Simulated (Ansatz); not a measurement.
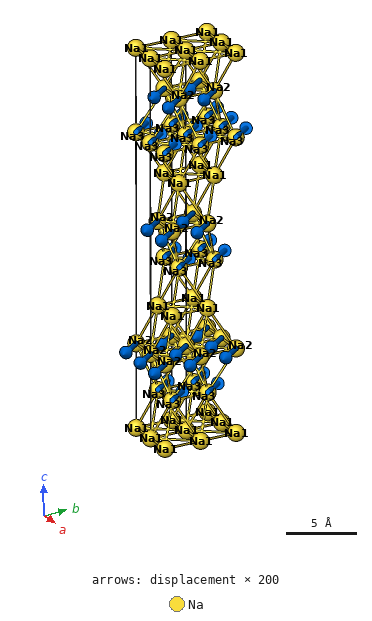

This is a relaxation of solid Na (set up in C2/m). The starting structure is drawn; blue arrows show the displacements (the part carried along by the change of the cell is left out), magnified 200 times.

Style: ball-and-stick. Shown: the conventional cell (3 times the calculation's cell), repeated 2 × 2 × 1 with one cell outlined, slightly off an axis. Lengths and directions refer to the drawn axes.

Level of theory: Ansatz, DFT PBE, scalar-relativistic, plane waves, PAW. (plane-wave cutoff 420 eV; k-point mesh 14 × 14 × 6; occupations gaussian; smearing width 0.1 eV; no spin polarisation; cell and atoms relaxed; force threshold 0.005 eV/Å; at most 80 steps)

What did the optimiser do to the structure, and how much energy did it gain?

The largest moves relative to the cell, 0.020 Å, are those of Na2 and Na3. Na2 goes along [1 −1 0]. The volume changes by −0.1 %, with a = b 3.697 → 3.733 Å (+1.0 %), c 28.095 → 27.479 Å (−2.2 %), α 89.8° → 88.5°, β 90.2° → 91.5°, γ 119.7° → 119.5°. Among the contacts that change: Na1–Na2 3.781 → 3.711 Å, Na2–Na3 3.773 → 3.705 Å, Na1–Na1 3.713 → 3.761 Å, Na1–Na1 (another image) 3.697 → 3.733 Å. The space group stays C2/m (No. 12). After 4 accepted moves (5 points after the start) the energy has fallen by 1.2 meV per atom. Largest force component: 0.0017 eV/Å at the start, 0.00051 eV/Å at the end. The pressure goes from 0.00 to 0.00 GPa. The SCF was repeated once at an unchanged geometry on a basis and grid sized afresh for the cell, which shifted the energy by less than 0.05 meV per atom at most. The run took about 2.4 core-minutes on a shared host.
